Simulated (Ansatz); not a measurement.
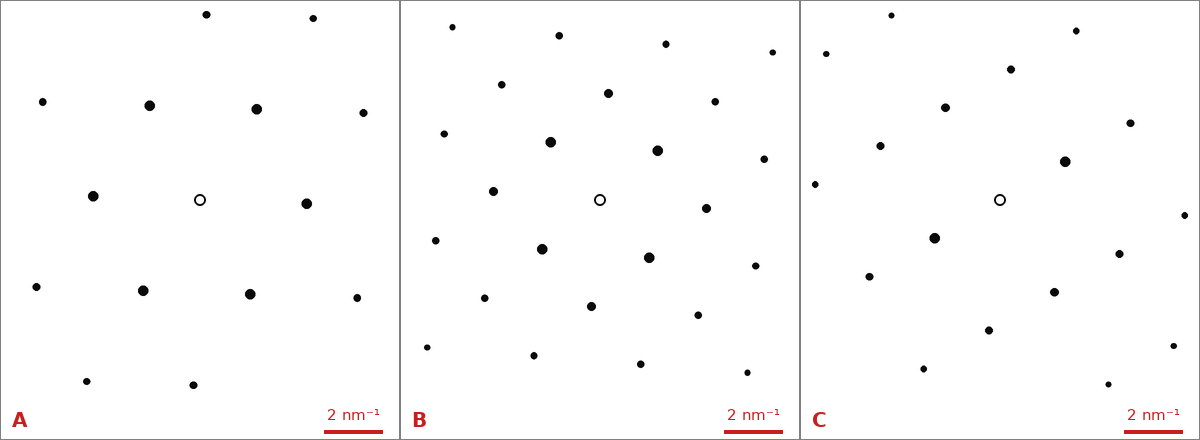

The patterns are kinematic simulations for 120 kV electrons (no multiple scattering; isotropic B = 0.5 Å²).

All three come from Sr, space group Pm-3m (No. 221), a = 3.78 Å. Structure: the geometry relaxed with Ansatz 0.2.0, DFT, PBEsol, plane waves (420 eV) with PAW, scalar-relativistic; the starting structure was generated, so it need not be a known form of this composition.

```
Sr
1.0
     3.77546    0.00000    0.00000
     0.00000    3.77546    0.00000
     0.00000    0.00000    3.77546
Sr
1
Direct
  0.00000 0.00000 0.00000
```

Assign the zone axes [001], [110], [111] to A, B and C.

Answer. A is [111]: hexagonal net of -1 1 0 at d = 2.67 Å and -1 0 1 at d = 2.67 Å, at 60.0°. B is [001]: square net of 1 0 0 at d = 3.78 Å and 0 1 0 at d = 3.78 Å, at 90.0°. C is [110]: rectangular net of 0 0 1 at d = 3.78 Å and 1 -1 0 at d = 2.67 Å, at 90.0°.
